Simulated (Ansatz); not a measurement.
# GaSb: what the fields show

Input

```
crystal:
  lattice:
    - [0.0, 3.0384691801, 3.0384691801]
    - [3.0384691801, 0.0, 3.0384691801]
    - [3.0384691801, 3.0384691801, 0.0]
  atoms:
    - { symbol: Sb, position: [0.75, 0.75, 0.75] }
    - { symbol: Ga, position: [0.0, 0.0, 0.0] }
hamiltonian:
  xc: { exchange: pbe, correlation: pbe, exx: { coeff: 0.25, omega: 0.3 } }
  pseudopotentials: { kind: paw }
kpoints:
  mp_grid: { grid: [4, 4, 4] }
scf:
  occupations: { method: fermi_dirac, width: 0.05 }
output:
  forces: true
  stress: true
  eigenvalues: true
  write_density: true
  write_potential: true
  elf: true
  volumetric_format: npy
```

Command:

```sh
ansatz run input.yaml --threads 2 --pin off --max-ram 5632MiB --backend cpu --events-out ev --progress --plain --runs-dir out
```

Below, planes, directions and counts refer to the conventional cell (a = 6.08 Å, b = 6.08 Å, c = 6.08 Å, α = 90.00°, β = 90.00°, γ = 90.00°).

Space group F-43m; computed pressure about 2 GPa in this cell.

Theory: Ansatz, Kohn-Sham DFT of a periodic cell, HSE03, Ansatz PAW.

In a PAW calculation such maps are meaningful between the atoms, not at the nuclei.

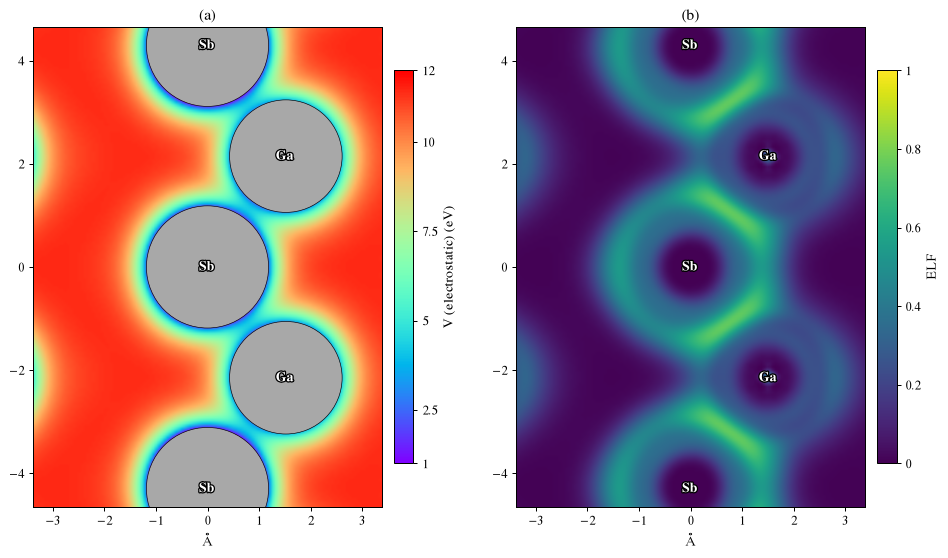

Figure 1. (a) electrostatic potential (local pseudopotential plus Hartree) felt by an electron; (b) electron localisation function on the (101) plane of the conventional cell. Grey discs cover the atomic cores in the potential map.

Q: What do the fields say about this system?

A: The section cuts through Sb and Ga sites.
Ga–Sb (2.63 Å): the ELF peaks at about 0.75 between the atoms (a covalent bond).
The features right at Ga lie inside the PAW spheres, where the map follows smoothed inner orbitals and isn't to be read closely.
Outside the cores the potential energy rises away from the atoms and is highest about 2.6 Å from the nearest atoms; its zero is arbitrary.

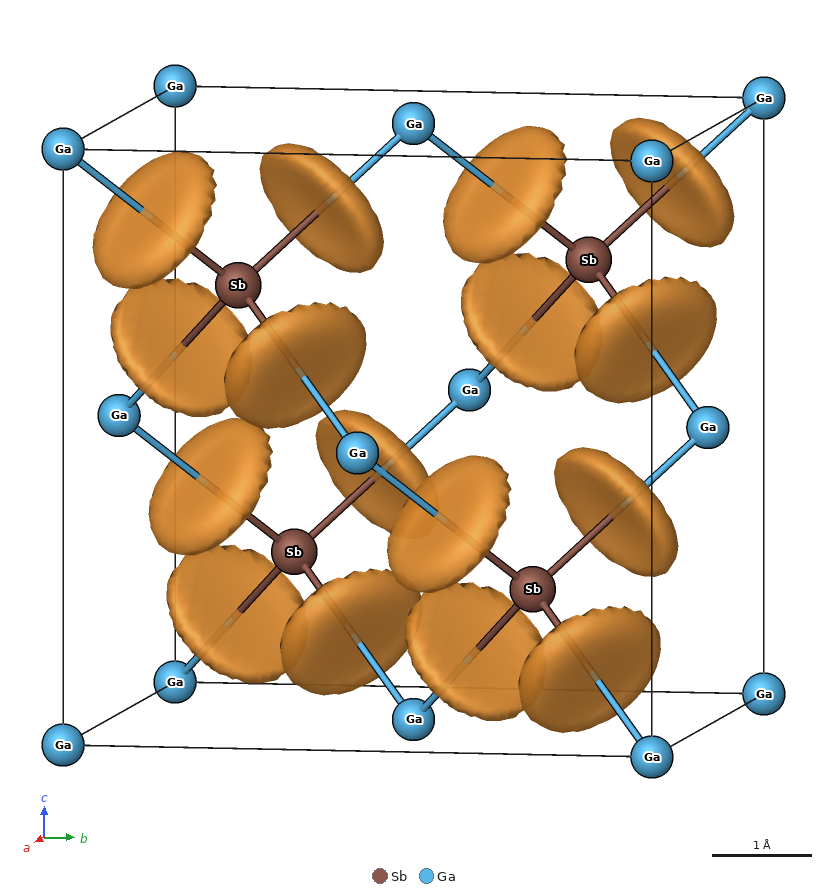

Figure 2. Isosurface of the electron localisation function at 0.65 (orange), seen slightly off an axis. Core shells and regions of very low density are left out. Sticks mark near contacts.

Q: Describe the localisation domains.

A: The surface consists of 16 regions between bonded Ga–Sb atoms (shared pairs), counted in one cell of 8 atoms. Any copies at cell faces, edges or corners count once.

Q: Does the calculation make it a metal, or give it a gap?

A: It is gapped, with a Kohn–Sham gap of 0.88 eV on the k-point mesh, an upper bound to the gap of this method.
